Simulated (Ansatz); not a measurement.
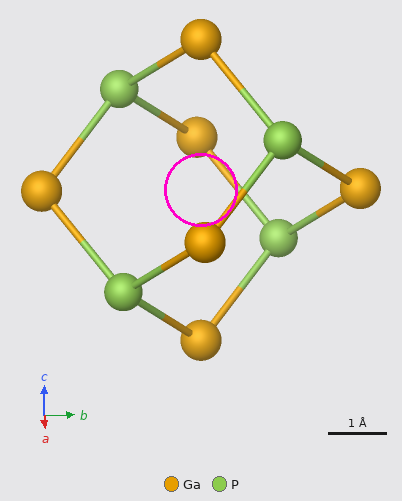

Perfect GaP. Style: ball-and-stick. Shown: the atoms within 3.8 Å of one point, from a free direction.

Method: Ansatz 0.2.0, DFT PBE, scalar-relativistic, plane waves, PAW. Settings: plane-wave cutoff 420 eV; k-point mesh 3 × 3 × 3; occupations gaussian; smearing width 0.01 eV; no spin polarisation. The cell is small and the k-mesh coarse, so the numbers are rough. A uniform background neutralises the charged cell. The axes drawn are those of the host's conventional cell.

An extra hydrogen atom is put between the host's atoms (an interstitial) at the ringed place, in charge state +1. The supercell has 8 sites, and the atoms are relaxed at the host's cell.

**Predict the relaxed surroundings of the defect.**

The H atom starts with 4 P at 2.38 Å, 6 Ga at 2.75 Å around its place and ends with 4 P at 2.35 Å, 6 Ga at 2.75 Å. Of the host's atoms, a phosphorus atom moves furthest from its site, by 0.04 Å.

The relaxed defect, seen from the same direction:

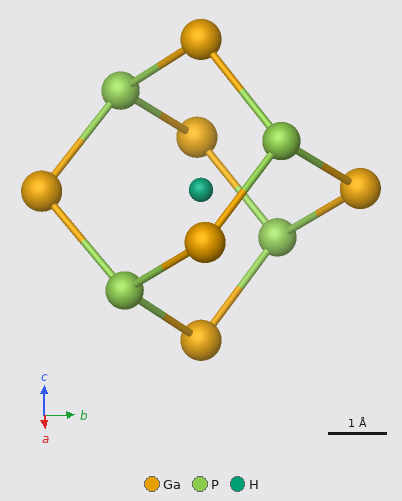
